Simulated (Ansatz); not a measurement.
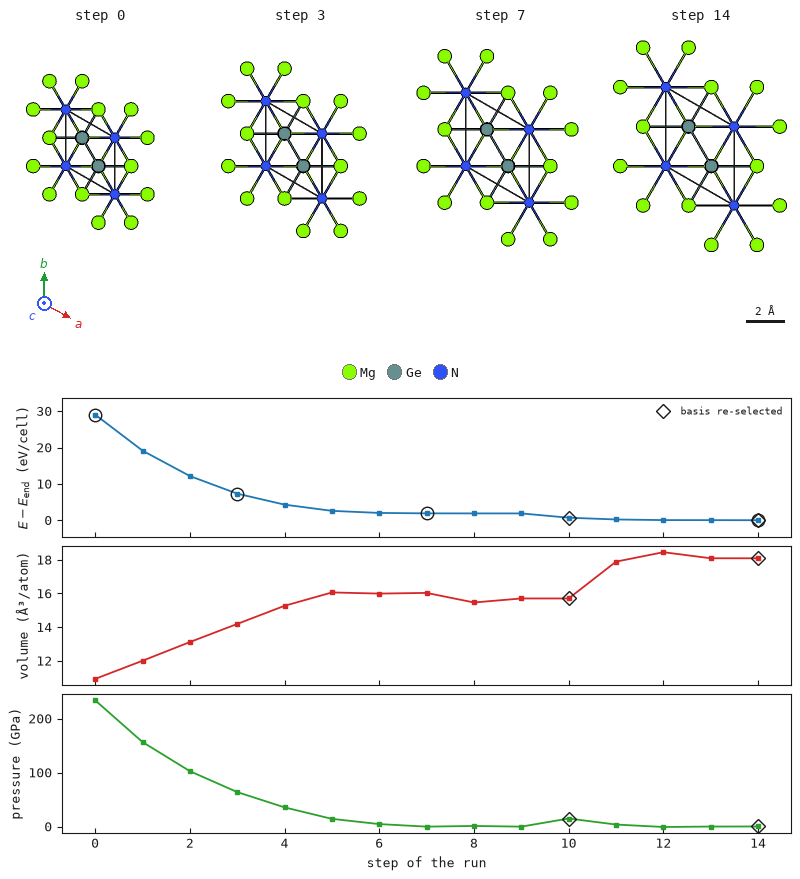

Frames of a relaxation of a crystal of Mg2Ge2N (a generated structure, set up in P6/mmm) (coarse preliminary run), marked on the history of the run. A ball-and-stick model of the cell of the calculation, seen along the c axis.

All numbers below come from DFT PBE, scalar-relativistic, plane waves, PAW (Ansatz). Set-up: plane-wave cutoff 420 eV; k-point mesh 6 × 6 × 4; occupations gaussian; smearing width 0.1 eV; no spin polarisation; cell and atoms relaxed; force threshold 0.04 eV/Å; at most 70 steps.

Q: What happens along the run?

A: Over 12 accepted moves (14 points after the start) the energy falls by 29.037 eV per cell of the calculation. All forces vanish by symmetry, so only the cell relaxes. The pressure goes from 233.90 to 0.17 GPa. The SCF was repeated twice at an unchanged geometry on a basis and grid sized afresh for the cell, which shifted the energy by 1.178 eV per cell of the calculation at most. The atoms keep their places relative to the cell (all moves are under 0.005 Å). The drawn cell changes as follows: a = b 3.002 → 4.188 Å (+39.5 %), c 7.002 → 5.954 Å (−15.0 %); the volume changes by +65.6 %. Near-neighbour distances that change, for instance: Mg–N 1.733 → 2.418 Å, Ge–Ge 1.733 → 2.418 Å, Mg–Mg 1.733 → 2.418 Å, Ge–Mg 3.501 → 2.977 Å. The space group stays P6/mmm (No. 191). Cost: 61 s on 1 thread of Intel(R) Xeon(R) Processor @ 2.70GHz, on a shared host, peak memory 0.41 GiB. From step 0 to 3: volume +29.9 %, energy −21.732 eV per cell of the calculation. From step 3 to 7: volume +13.0 %, energy −5.417 eV per cell of the calculation. From step 7 to 14: volume +12.8 %, energy −1.888 eV per cell of the calculation.

```json
{"step": "0", "E − E(0), meV/atom": "0.00", "pressure, GPa": "233.90", "volume, Å³/atom": "10.927", "note": ""}
{"step": "1", "E − E(0), meV/atom": "-1981.03", "pressure, GPa": "156.56", "volume, Å³/atom": "12.004", "note": ""}
{"step": "2", "E − E(0), meV/atom": "-3378.17", "pressure, GPa": "102.62", "volume, Å³/atom": "13.114", "note": ""}
{"step": "3", "E − E(0), meV/atom": "-4346.45", "pressure, GPa": "63.86", "volume, Å³/atom": "14.190", "note": ""}
{"step": "4", "E − E(0), meV/atom": "-4950.41", "pressure, GPa": "35.53", "volume, Å³/atom": "15.268", "note": ""}
{"step": "5", "E − E(0), meV/atom": "-5292.03", "pressure, GPa": "14.23", "volume, Å³/atom": "16.061", "note": ""}
{"step": "6", "E − E(0), meV/atom": "-5407.15", "pressure, GPa": "4.56", "volume, Å³/atom": "15.994", "note": ""}
{"step": "7", "E − E(0), meV/atom": "-5429.88", "pressure, GPa": "-0.15", "volume, Å³/atom": "16.034", "note": ""}
{"step": "8", "E − E(0), meV/atom": "-5433.03", "pressure, GPa": "1.10", "volume, Å³/atom": "15.465", "note": ""}
{"step": "9", "E − E(0), meV/atom": "-5433.54", "pressure, GPa": "-0.15", "volume, Å³/atom": "15.704", "note": ""}
{"step": "10", "E − E(0), meV/atom": "-5669.16", "pressure, GPa": "14.88", "volume, Å³/atom": "15.704", "note": "same geometry, new basis"}
{"step": "11", "E − E(0), meV/atom": "-5766.72", "pressure, GPa": "3.72", "volume, Å³/atom": "17.891", "note": ""}
{"step": "12", "E − E(0), meV/atom": "-5800.49", "pressure, GPa": "-0.82", "volume, Å³/atom": "18.452", "note": ""}
{"step": "13", "E − E(0), meV/atom": "-5802.94", "pressure, GPa": "-0.01", "volume, Å³/atom": "18.091", "note": ""}
{"step": "14", "E − E(0), meV/atom": "-5807.45", "pressure, GPa": "0.17", "volume, Å³/atom": "18.091", "note": "same geometry, new basis"}
```
